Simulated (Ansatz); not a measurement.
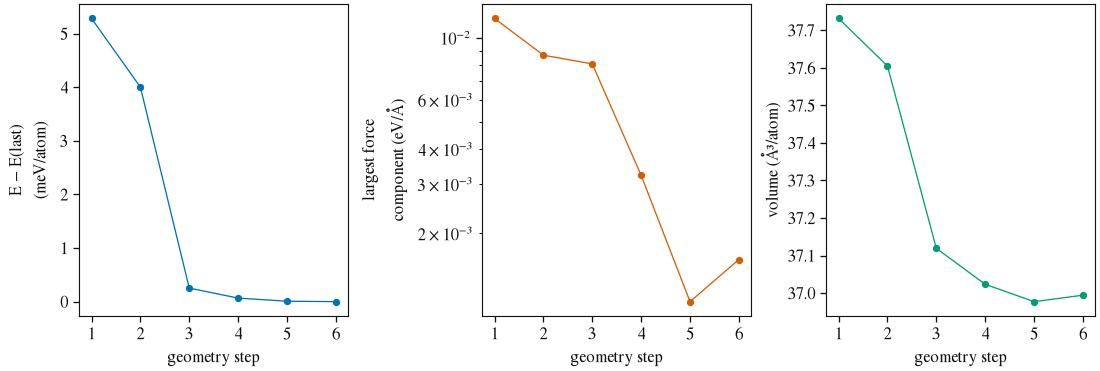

History of a geometry optimisation. Na (C2/m, 4 atoms in the cell); DFT PBE, scalar-relativistic, plane waves, PAW (Ansatz 0.2.0); cutoff 420 eV, 14×14×4 k-mesh, Gaussian smearing of 0.1 eV. Atoms and cell relax. A closing SCF on a freshly chosen basis isn't drawn.

The optimisation met its thresholds at geometry 6, counting the start as the first. The energy fell by about 5.3 meV/atom from the first step to the last. The largest force component goes from about 0.012 eV/Å at the start to 1.6 × 10⁻³ eV/Å at the end. The volume shrinks from 37.73 to 36.99 Å³ per atom (−2.0 %).
